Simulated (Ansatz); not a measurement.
**What a change does: single-point calculation on K**

System: K (Pm-3m, 1 atom in the cell).
Method of run A: Kohn-Sham DFT of a periodic cell, PBE, Ansatz PAW, no spin polarisation (Ansatz 0.2.0).

The structure derives from a Materials Project entry. Text and figures count atoms from 1; the logs count them from 0 in places.

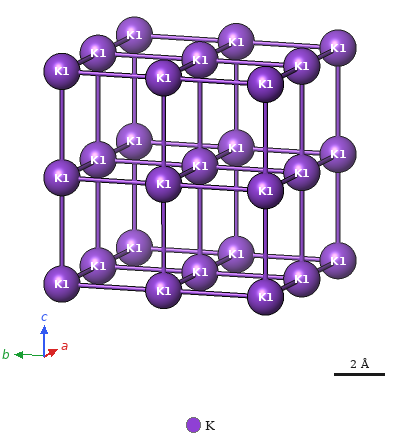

Figure 1. The structure as given in the input (ball-and-stick view of the cell of the calculation, repeated 2 × 2 × 2, seen at an oblique angle; atoms are numbered from 1 in the order of the input). Near neighbours in the crystal (not all of them lie inside the picture): K has 6 K at 4.34 Å.

## The input, run A
```yaml
crystal:
  lattice:
    - [4.3389862788, 0.0, 0.0]
    - [0.0, 4.3389862788, 0.0]
    - [0.0, 0.0, 4.3389862788]
  atoms:
    - { symbol: K, position: [0.0, 0.0, 0.0] }
hamiltonian:
  xc: pbe
  pseudopotentials: { kind: paw }
kpoints:
  mp_grid: { grid: [6, 6, 6] }
scf:
  occupations: { method: fermi_dirac, width: 0.05 }
output:
  forces: true
  stress: true
  eigenvalues: true
  write_density: true
  write_potential: true
  elf: true
  volumetric_format: npy
```

Launched with:
```bash
ansatz run input.yaml --threads 2 --pin off --max-ram 5120MiB --backend cpu --events-out ev --progress --plain --runs-dir out
```

Hardware: 2 threads of Arm Neoverse V1, 24 GiB of memory available, shared host.

## Output, shortened to warnings, some set-up lines, iterations and results (run A)
```
Basis set: ecut = 420 eV, 1575 PW (Γ), exchange–correlation on 60×60×60 points (8 copies of the dense FFT grid, shifted against one another)
Symmetry: 48 space group operations
k-points: 20 of 216
Initial density: superposition of atomic densities (neutral atoms: chi_scale 0, normalization atom), corrected by the library's trained network
[...]
SCF iter   1: F=—  HF=-1537.675181 eV  |F-HF|=—  |Δ(HF+E_count)|=         —  Δρ=4.68e-4  dr2=1.84e-4  ethr=1.77e-3  ⟨swp⟩=5.7  Hψ=1335  notcnv=0
SCF iter   2: F=—  HF=-1537.674979 eV  |F-HF|=—  |Δ(HF+E_count)|=   2.03e-4  Δρ=3.30e-4  dr2=1.19e-4  ethr=2.04e-6  ⟨swp⟩=2.0  Hψ=428  notcnv=0
SCF iter   3: F=—  HF=-1537.675130 eV  |F-HF|=—  |Δ(HF+E_count)|=   1.51e-4  Δρ=2.48e-4  dr2=3.16e-5  ethr=1.32e-6  ⟨swp⟩=2.0  Hψ=270  notcnv=0
SCF iter   4: F=—  HF=-1537.675116 eV  |F-HF|=—  |Δ(HF+E_count)|=   1.35e-5  Δρ=1.10e-4  dr2=6.80e-6  ethr=3.51e-7  ⟨swp⟩=2.0  Hψ=268  notcnv=0
SCF iter   5: F=—  HF=-1537.675115 eV  |F-HF|=—  |Δ(HF+E_count)|=   1.48e-6  Δρ=4.80e-5  dr2=1.57e-6  ethr=7.56e-8  ⟨swp⟩=2.0  Hψ=268  notcnv=0
SCF iter   6: F=—  HF=-1537.675114 eV  |F-HF|=—  |Δ(HF+E_count)|=   5.34e-7  Δρ=2.07e-5  dr2=2.90e-7  ethr=1.75e-8  ⟨swp⟩=2.0  Hψ=266  notcnv=0
SCF iter   7: F=-1537.675114 eV  HF=-1537.675114 eV  |F-HF|=4.31e-9  |Δ(HF+E_count)|=   1.21e-7  Δρ=2.88e-6  dr2=5.54e-9  ethr=1.11e-9  ⟨swp⟩=7.6  Hψ=1109  notcnv=0
SCF 1 converged in 7 iterations: F = -1537.675114 eV  dr2 = 5.54e-9
SCF converged after 7 iterations
Free energy (F): -1537.675114 eV
Harris-Foulkes:  -1537.675114 eV  (|F-HF|=4.31e-9)
Internal energy: -1537.665053 eV  (E = F + TS)
E sigma→0 (E₀):  -1537.670084 eV
Entropy (-TS):   -0.010061 eV (-10.061 meV/atom)
Fermi energy:    1.445697 eV
--- Per-component energies (eV) ---
  E_band       = -147.949832
  E_kinetic    = 252.021567
  E_local      = -790.469389  (includes V_loc(G=0)·N_el)
  E_nonlocal   = 12.954277
  E_hartree    = 284.658850
  E_xc         = -133.634558
  E_vxc        = -162.876629  (∫ρ·V_xc dr)
  E_paw        = -781.846089  (= ΣΔE_a)
  E_vpaw       = -28.895551  (= ΣTr[D̂ρ^β])
  E_aug_tail   = -0.000003  (compensation charges beyond the density's cutoff)
  E_ewald      = -381.349708
  E_smearing   = -0.010061  (= −TS)
  E_closure    = 0.000000  (closes the sum)
  Σ components = -1537.675114   (vs F -1537.675114, Δ=0.00e0)
--- Forces (eV/Å), atoms counted from 1 ---
  atom   1  K     -0.00000000     0.00000000    -0.00000000
  max |Σ_I F_I| component: 8.22e-33 eV/Å
--- Stress (GPa, compression-positive) ---
       -0.079065       0.000000       0.000000
        0.000000      -0.079065       0.000000
        0.000000       0.000000      -0.079065
  P = ⅓ Tr σ = -0.0791 GPa (-0.791 kbar)
```

For run B the input was changed thus:
```diff
-    - [4.3389862788, 0.0, 0.0]
-    - [0.0, 4.3389862788, 0.0]
-    - [0.0, 0.0, 4.3389862788]
+    - [4.2521831664, 0.0, 0.0]
+    - [0.0, 4.2521831664, 0.0]
+    - [0.0, 0.0, 4.2521831664]
```

How does run B compare with run A?

With the same functional and potentials, run B lies 0.02 meV per atom lower. The pressure goes from −0.08 to 0.09 GPa. The volume per atom goes from 81.69 to 76.88 Å³. The cell is scaled evenly with the atoms at fixed fractional positions, so −ΔP/Δ ln V estimates the bulk modulus midway between the two volumes: about 2.7 GPa. The number of SCF iterations is the same. The plane waves at Γ go from 1575 to 1503.

## Output, shortened to warnings, some set-up lines, iterations and results (run B)
```
Basis set: ecut = 420 eV, 1503 PW (Γ), exchange–correlation on 60×60×60 points (8 copies of the dense FFT grid, shifted against one another)
Symmetry: 48 space group operations
k-points: 20 of 216
Initial density: superposition of atomic densities (neutral atoms: chi_scale 0, normalization atom), corrected by the library's trained network
[...]
SCF iter   1: F=—  HF=-1537.675219 eV  |F-HF|=—  |Δ(HF+E_count)|=         —  Δρ=4.35e-4  dr2=1.44e-4  ethr=1.77e-3  ⟨swp⟩=5.5  Hψ=1332  notcnv=0
SCF iter   2: F=—  HF=-1537.675038 eV  |F-HF|=—  |Δ(HF+E_count)|=   1.81e-4  Δρ=3.39e-4  dr2=1.10e-4  ethr=1.60e-6  ⟨swp⟩=2.0  Hψ=429  notcnv=0
SCF iter   3: F=—  HF=-1537.675125 eV  |F-HF|=—  |Δ(HF+E_count)|=   8.70e-5  Δρ=2.40e-4  dr2=2.60e-5  ethr=1.23e-6  ⟨swp⟩=2.0  Hψ=269  notcnv=0
SCF iter   4: F=—  HF=-1537.675134 eV  |F-HF|=—  |Δ(HF+E_count)|=   8.87e-6  Δρ=1.34e-4  dr2=9.18e-6  ethr=2.89e-7  ⟨swp⟩=1.6  Hψ=203  notcnv=0
SCF iter   5: F=—  HF=-1537.675131 eV  |F-HF|=—  |Δ(HF+E_count)|=   2.58e-6  Δρ=5.97e-5  dr2=2.53e-6  ethr=1.02e-7  ⟨swp⟩=2.0  Hψ=268  notcnv=0
SCF iter   6: F=—  HF=-1537.675131 eV  |F-HF|=—  |Δ(HF+E_count)|=   8.11e-7  Δρ=2.73e-5  dr2=5.29e-7  ethr=2.81e-8  ⟨swp⟩=2.0  Hψ=268  notcnv=0
SCF iter   7: F=-1537.675130 eV  HF=-1537.675130 eV  |F-HF|=1.17e-8  |Δ(HF+E_count)|=   2.12e-7  Δρ=4.63e-6  dr2=1.50e-8  ethr=1.11e-9  ⟨swp⟩=5.2  Hψ=907  notcnv=0
SCF 1 converged in 7 iterations: F = -1537.675130 eV  dr2 = 1.50e-8
SCF converged after 7 iterations
Free energy (F): -1537.675130 eV
Harris-Foulkes:  -1537.675130 eV  (|F-HF|=1.17e-8)
Internal energy: -1537.665313 eV  (E = F + TS)
E sigma→0 (E₀):  -1537.670222 eV
Entropy (-TS):   -0.009817 eV (-9.817 meV/atom)
Fermi energy:    1.677482 eV
--- Per-component energies (eV) ---
  E_band       = -145.719359
  E_kinetic    = 252.151326
  E_local      = -777.224871  (includes V_loc(G=0)·N_el)
  E_nonlocal   = 12.980820
  E_hartree    = 279.136929
  E_xc         = -133.716613
  E_vxc        = -162.985640  (∫ρ·V_xc dr)
  E_paw        = -781.858405  (= ΣΔE_a)
  E_vpaw       = -28.911708  (= ΣTr[D̂ρ^β])
  E_aug_tail   = -0.000003  (compensation charges beyond the density's cutoff)
  E_ewald      = -389.134496
  E_smearing   = -0.009817  (= −TS)
  E_closure    = 0.000000  (closes the sum)
  Σ components = -1537.675130   (vs F -1537.675130, Δ=0.00e0)
--- Forces (eV/Å), atoms counted from 1 ---
  atom   1  K     -0.00000000    -0.00000000     0.00000000
  max |Σ_I F_I| component: 3.60e-33 eV/Å
--- Stress (GPa, compression-positive) ---
        0.085922      -0.000000       0.000000
       -0.000000       0.085922       0.000000
        0.000000       0.000000       0.085922
  P = ⅓ Tr σ = 0.0859 GPa (0.859 kbar)
```

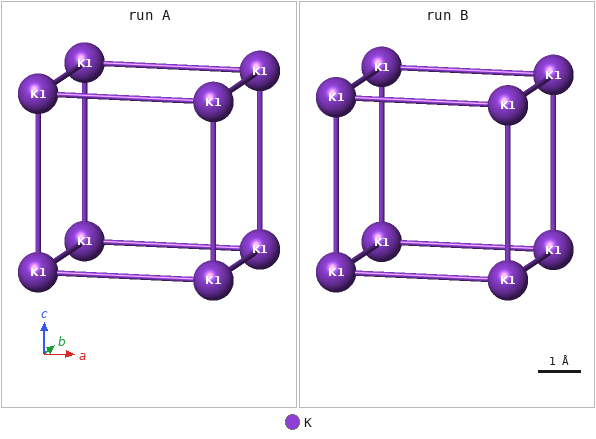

Figure 2. The two input geometries at one scale (ball-and-stick view of the cell of the calculation, seen slightly off an axis). The atoms keep their places relative to the cell (all moves are under 0.005 Å). The volume changes by −5.9 %, with a = b = c 4.339 → 4.252 Å (−2.0 %). Among the contacts that change: K1–K1 4.339 → 4.252 Å.

## The two runs side by side

```tsv
quantity	run A	run B
outcome	converged	converged
free energy per atom (eV)	−1537.6751	−1537.6751
energy per atom, smearing taken to zero (eV)	−1537.6701	−1537.6702
gap on the mesh (eV)	0.00	0.00
pressure (GPa)	−0.08	0.09
volume per atom (Å³)	81.69	76.88
largest force (eV/Å)	0.000	0.000
SCF iterations	7	7
irreducible k-points	20	20
plane waves at Γ	1575	1503
wall time (shared host)	0.83 s	0.79 s
```
